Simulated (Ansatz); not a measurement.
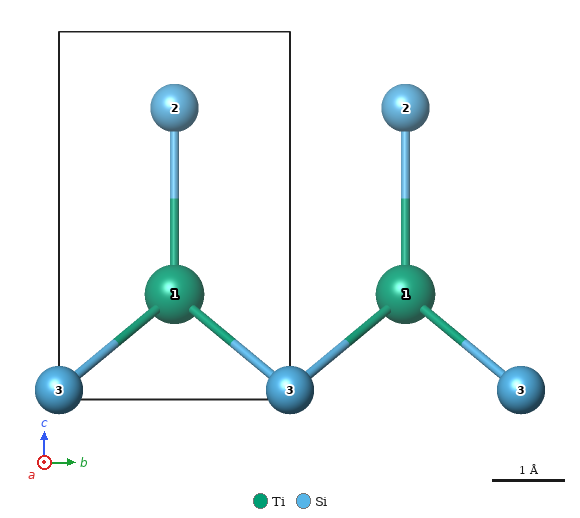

This is the input geometry for a relaxation of a crystal of TiSi₂ (a generated structure, set up in P4mm). Style: ball-and-stick. Shown: the cell of the calculation, repeated 1 × 2 × 1 with one cell outlined, along the a axis.

Level of theory: DFT PBE, scalar-relativistic, plane waves, PAW in Ansatz 0.2.0.

Input file:
```yaml
crystal:
  lattice:
    - [3.2247333017, 0.0, 0.0]
    - [0.0, 3.2247333017, 0.0]
    - [0.0, 0.0, 5.1348659411]
  atoms:
    - { symbol: Ti, position: [0.5, 0.5, 0.2860053359] }
    - { symbol: Si, position: [0.5, 0.5, 0.7925749128] }
    - { symbol: Si, position: [0.0, 0.0, 0.0256296813] }
basis:
  ecutwfc: 420
kpoints:
  mp_grid: { grid: [14, 14, 10] }
hamiltonian:
  xc: pbe
scf:
  occupations: { method: gaussian, width: 0.1 }
output:
  forces: true
  stress: true
  eigenvalues: true
  write_density: true
  write_potential: true
  elf: true
  volumetric_format: npy
relax:
  adjacent_minimum: "off"
  f_tol: 0.01
  max_steps: 80
  cell: { stress_tol: 0.05 }
```

Launched with:
```bash
ansatz run input.yaml --threads 1 --pin off --max-ram 2560MiB --backend cpu --events-out ev --progress --plain --runs-dir out
```

Q: Predict the outcome.

A: The largest move relative to the cell is that of Ti1, 0.007 Å along +c. By element the largest moves are Ti 0.007 Å, Si 0.004 Å. Cell: a = b 3.225 → 3.203 Å (−0.7 %), c 5.135 → 5.175 Å (+0.8 %). Volume −0.6 %. Some distances before and after: Ti1–Si2 2.534 → 2.565 Å, Si2–Si3 2.575 → 2.566 Å, Ti1–Si2 (another image) 2.601 → 2.610 Å. The space group stays P4mm (No. 99). After 3 accepted moves (4 points after the start) the energy has fallen by 3.1 meV per cell of the calculation. Largest force component: 0.029 eV/Å at the start, 0.0009 eV/Å at the end. Pressure: −0.10 GPa at the start and −0.02 GPa at the end. The SCF was repeated once at an unchanged geometry on a basis and grid sized afresh for the cell, which shifted the energy by less than 0.05 meV per cell of the calculation at most. The run took 97 s on 1 thread of Arm Neoverse V1, with other jobs on the host, peak memory 0.49 GiB.

Step by step:

| step | E − E(0), meV/atom | largest force component, eV/Å | pressure, GPa | volume, Å³/atom | note |
| --- | --- | --- | --- | --- | --- |
| 0 | 0.00 | 0.0289 | -0.10 | 17.799 |  |
| 1 | -0.88 | 0.0545 | -0.03 | 17.740 |  |
| 2 | -1.04 | 0.0051 | 0.03 | 17.683 |  |
| 3 | -1.04 | 0.0009 | -0.02 | 17.691 |  |
| 4 | -1.03 | 0.0009 | -0.02 | 17.691 | same geometry, new basis |

Final geometry:

```
CELL_PARAMETERS angstrom
3.20254 0.00000 0.00000
0.00000 3.20254 0.00000
0.00000 0.00000 5.17468
ATOMIC_POSITIONS crystal
Ti 0.50000 0.50000 0.28737
Si 0.50000 0.50000 0.79178
Si 0.00000 0.00000 0.02506
```
